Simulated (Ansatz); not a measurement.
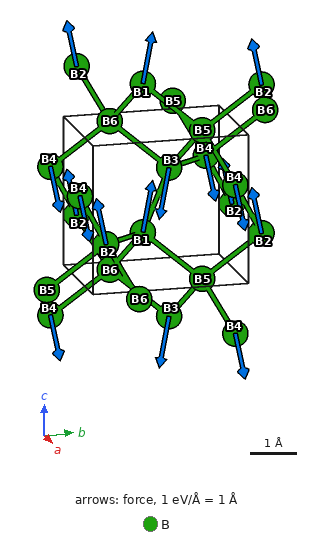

Starting geometry of solid B (a generated structure, set up in Cmme) (coarse preliminary run) with the computed forces as blue arrows. Style: ball-and-stick. Shown: the cell of the calculation, slightly off an axis.

Level of theory: DFT PBE, scalar-relativistic, plane waves, PAW in Ansatz. (plane-wave cutoff 420 eV; k-point mesh 6 × 6 × 6; occupations gaussian; smearing width 0.1 eV; no spin polarisation; cell and atoms relaxed; force threshold 0.04 eV/Å; at most 70 steps)

Question: Is this structure relaxed? If not, where do the atoms go?

Answer: It isn't relaxed: the largest force vector, on B atoms, is 1.21 eV/Å. Measured relative to the changing cell, the final displacements run against the starting forces (cosine between the two patterns −0.53). After 11 accepted moves (13 points after the start) the energy has fallen by 681 meV per atom. Largest force component: 1.1 eV/Å at the start, 0.0068 eV/Å at the end. Pressure: 28.15 GPa at the start and −0.20 GPa at the end. The SCF was repeated twice at an unchanged geometry on a basis and grid sized afresh for the cell, which shifted the energy by 15.3 meV per atom at most. The largest moves relative to the cell, 0.23 Å, are those of B1, B2, B3 and B4. B4 goes along [−1 1 2]. The volume changes by +6.8 %, with a = b 3.692 → 3.912 Å (+5.9 %), c 3.331 → 3.134 Å (−5.9 %), γ 101.6° → 82.0°. Near-neighbour distances that change, for instance: B5–B6 2.333 → 2.951 Å, B1–B3 2.385 → 1.769 Å, B1–B2 1.672 → 1.764 Å, B1–B5 1.668 → 1.720 Å. Bond angles that change, for instance: B1–B6–B3 91.3° → 61.9°, B5–B1–B6 88.7° → 118.1°, B1–B6–B2 103.5° → 125.5°. The space group stays Cmme (No. 67).
